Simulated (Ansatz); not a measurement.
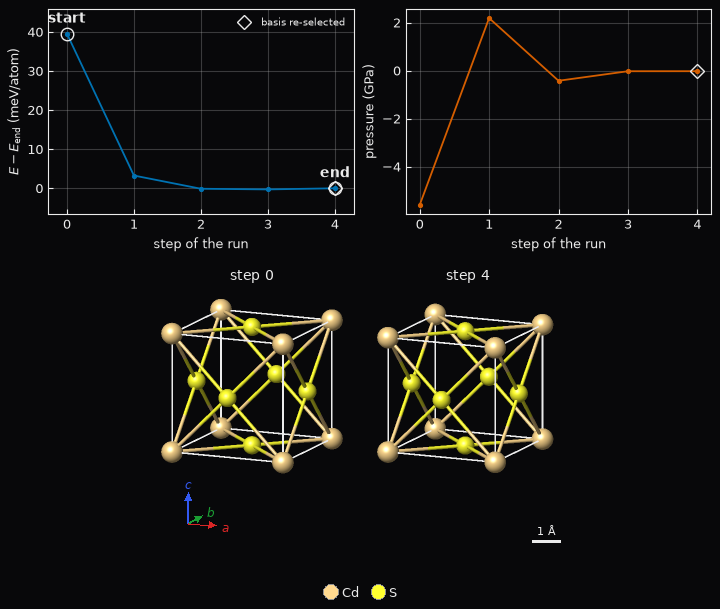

First and last geometry of a relaxation of crystalline CdS3 (a generated structure, set up in Pm-3m) (coarse preliminary run), with the history of the run. Style: ball-and-stick. Shown: the cell of the calculation, slightly off an axis.

The calculation used DFT PBE, scalar-relativistic, plane waves, PAW (Ansatz). Set-up: plane-wave cutoff 420 eV; k-point mesh 4 × 4 × 4; occupations gaussian; smearing width 0.1 eV; no spin polarisation; cell and atoms relaxed; force threshold 0.04 eV/Å; at most 70 steps.

### What do the curves and the structures tell?

It converged. Over 3 accepted moves (4 points after the start) the energy falls by 39.6 meV per atom. All forces vanish by symmetry, so only the cell relaxes. Pressure: −5.59 GPa at the start and −0.02 GPa at the end. At 1 point the geometry stayed and the basis and grid were re-selected for the new cell (energy shift of 0.3 meV per atom at most each time). No atom moves by more than 0.005 Å relative to the cell. The drawn cell changes as follows: a = b = c 4.356 → 4.208 Å (−3.4 %); the volume changes by −9.9 %. Among the contacts that change: Cd–S 3.080 → 2.975 Å. The space group stays Pm-3m (No. 221). Cost: 12 s on 1 thread of Arm Neoverse N1, with other jobs on the host, peak memory 0.31 GiB.

```csv
step,"E − E(0), meV/atom","pressure, GPa","volume, Å³/atom",note
0,0.00,-5.59,20.668,
1,-36.30,2.19,18.075,
2,-39.68,-0.42,18.737,
3,-39.85,-0.02,18.627,
4,-39.57,-0.02,18.627,"same geometry, new basis"
```
